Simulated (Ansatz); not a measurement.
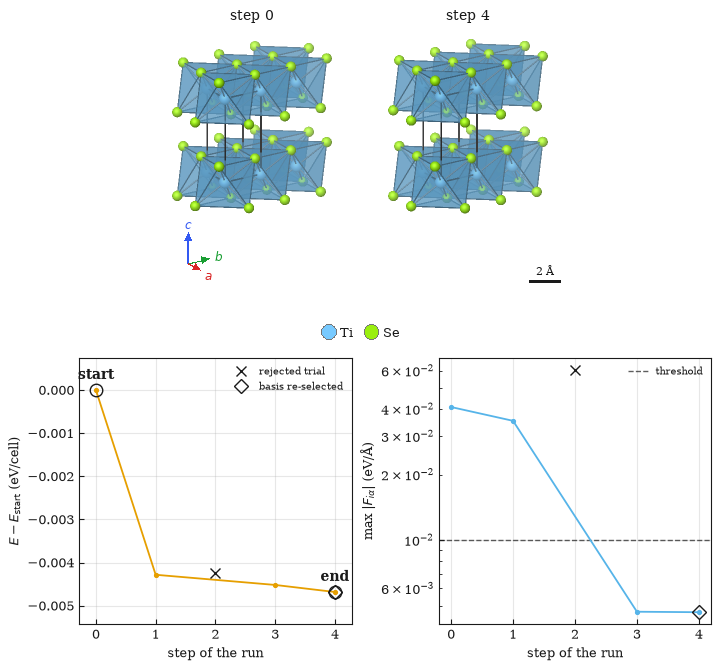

First and last geometry of a relaxation of crystalline TiSe₂ (set up in P-3m1), with the history of the run. Style: polyhedral. Shown: the cell of the calculation, repeated 1 × 2 × 1 with one cell outlined, slightly off an axis.

The calculation used Ansatz 0.2.0, DFT PBEsol, scalar-relativistic, plane waves, PAW; settings changed.

Input file:
```yaml
crystal:
  lattice:
    - [3.6273863795, 0.0, 0.0]
    - [-1.8136931898, 3.141408754, 0.0]
    - [0.0, 0.0, 5.6533037163]
  atoms:
    - { symbol: Ti, position: [0.0, 0.0, 0.0] }
    - { symbol: Se, position: [0.3333333333, 0.6666666667, 0.2598249664] }
    - { symbol: Se, position: [0.6666666667, 0.3333333333, 0.7401750336] }
basis:
  ecutwfc: 420
kpoints:
  mp_grid: { grid: [12, 12, 6], shift: [0.5, 0.5, 0.5] }
hamiltonian:
  xc: pbesol
scf:
  occupations: { method: gaussian, width: 0.1 }
  n_extra_bands: 16
output:
  forces: true
  eigenvalues: true
  stress: true
relax:
  adjacent_minimum: "off"
  f_tol: 0.01
  max_steps: 50
  cell: { fix: [a, b, gamma], stress_tol: 0.1 }
```

Run as
```bash
ansatz run input.yaml --threads 2 --pin off --max-ram 5120MiB --backend cpu --events-out ev --progress --plain --runs-dir out
```

### Read the history and describe the run.

It converged. The largest moves relative to the cell, 0.026 Å, are those of Se2 and Se3. Se3 goes along +c. Ti stays in place. The volume changes by +2.4 %, with a = b unchanged at 3.627 Å, c 5.653 → 5.791 Å (+2.4 %). Near-neighbour distances that change, for instance: Ti1–Se2 2.558 → 2.564 Å. The space group stays P-3m1 (No. 164). Over 2 accepted moves (4 points after the start) the energy falls by 4.7 meV per cell of the calculation. Largest force component: 0.041 eV/Å at the start, 0.0047 eV/Å at the end. Pressure: −2.65 GPa at the start and −3.35 GPa at the end. The line search rejected the trial step at point 2 of the run. The SCF was repeated once at an unchanged geometry on a basis and grid sized afresh for the cell, which shifted the energy by 0.2 meV per cell of the calculation at most.

```csv
step,"E − E(0), meV/atom","largest force component, eV/Å","pressure, GPa","volume, Å³/atom",note
0,0.00,0.0408,-2.65,21.473,
1,-1.43,0.0353,-3.25,22.035,
2,-1.41,0.0605,-3.61,21.956,rejected
3,-1.51,0.0047,-3.35,21.996,
4,-1.56,0.0047,-3.35,21.996,"same geometry, new basis"
```

Limits of the set-up: layers or molecules are held without a dispersion correction, so their spacing is unreliable.
